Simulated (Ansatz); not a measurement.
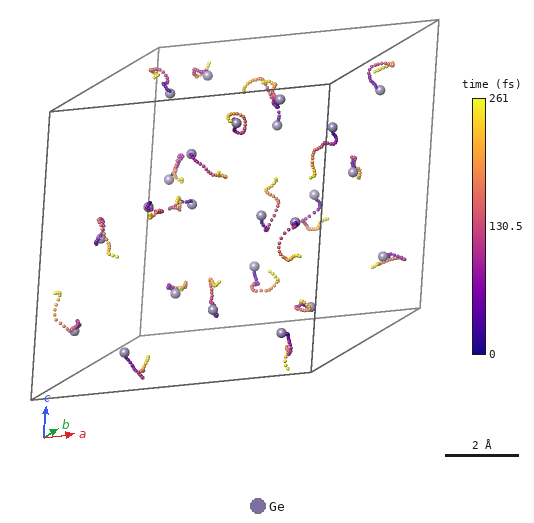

Molecular dynamics of a 24-atom cell of Ge, 261 fs long. It starts from the last geometry of an earlier run, with fresh velocities. Dots mark each atom's position at evenly spaced times, coloured by time; spheres stand at the starting positions. Seen slightly off an axis in the simulation cell.

Computed with DFT PBEsol, scalar-relativistic, plane waves, PAW (Ansatz 0.2.0). Set-up: plane-wave cutoff 420 eV; k-point mesh 2 × 2 × 2; Fermi-Dirac smearing 0.233 eV; volume 1.12 times that of the relaxed crystal; Langevin thermostat (NVT); set temperature 2700 K; time step 3 fs; friction 0.02 per fs.

Question: What do the traces tell about the motion?

Answer: Root-mean-square distances from the starting positions over the second half, with the common drift of all atoms taken out: Ge 0.83 Å. That is a large part of the typical shortest distance between atoms in the first frame, about 2.6 Å and still growing: the atoms leave their places as in a liquid. Over the second half the temperature averages 2715 K (spread ±261 K). The potential energy is still drifting at the end, so the run hasn't reached equilibrium. The potential energy in the second half lies on average 172 meV per atom above the first frame. The mean pressure there is 6.6 GPa.

Limits of the set-up: the k-point mesh is coarse for a cell with partly filled bands.
